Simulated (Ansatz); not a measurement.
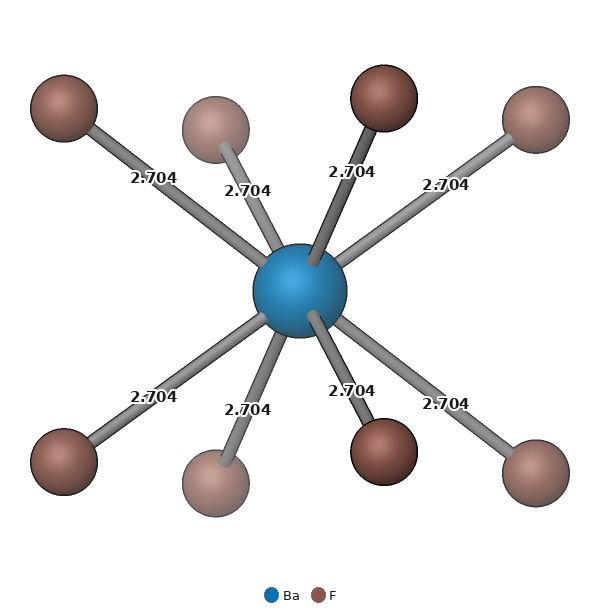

The surroundings of site Ba1 (at 0.000, 0.000, 0.000) in BaF₂ in space group Fm-3m, with bond lengths in Å.

Source of the atomic positions: coordinates from a relaxation with Ansatz, DFT PBE, scalar-relativistic, plane waves, PAW.

```yaml
crystal:
  lattice:
    - [6.24478, 0.00000, 0.00000]
    - [0.00000, 6.24478, 0.00000]
    - [0.00000, 0.00000, 6.24478]
  atoms:
    - { symbol: Ba, position: [0.00000, 0.00000, 0.00000] }
    - { symbol: F, position: [0.25000, 0.75000, 0.75000] }
    - { symbol: F, position: [0.25000, 0.25000, 0.75000] }
    - { symbol: Ba, position: [0.00000, 0.50000, 0.50000] }
    - { symbol: F, position: [0.25000, 0.25000, 0.25000] }
    - { symbol: F, position: [0.25000, 0.75000, 0.25000] }
    - { symbol: Ba, position: [0.50000, 0.00000, 0.50000] }
    - { symbol: F, position: [0.75000, 0.75000, 0.25000] }
    - { symbol: F, position: [0.75000, 0.25000, 0.25000] }
    - { symbol: Ba, position: [0.50000, 0.50000, 0.00000] }
    - { symbol: F, position: [0.75000, 0.25000, 0.75000] }
    - { symbol: F, position: [0.75000, 0.75000, 0.75000] }
```

Bond valence s = exp((R0 − d)/b), R0 fitted to published crystal structures with b = 0.37 Å; R0 in Å: Ba2+–F 2.172.

**Calculate the bond-valence sum of Ba1 from the bonds drawn.**

8 × 0.237 = 1.90 v.u., against a formal valence of 2: underbonded (bonds long for this ion) by 0.10.

**And over the whole structure?**

```
site              x, y, z  formal valence  bond-valence sum  difference
 Ba1  0.000, 0.000, 0.000              +2              1.90       -0.10
  F1  0.250, 0.750, 0.750              −1              0.95       -0.05
```

These sums include all anions within 5 Å. The global instability index (root mean square of the differences over all atoms) is 0.07 v.u.: little strain. Cells relaxed with PBE tend to have slightly long bonds, which lowers the sums.
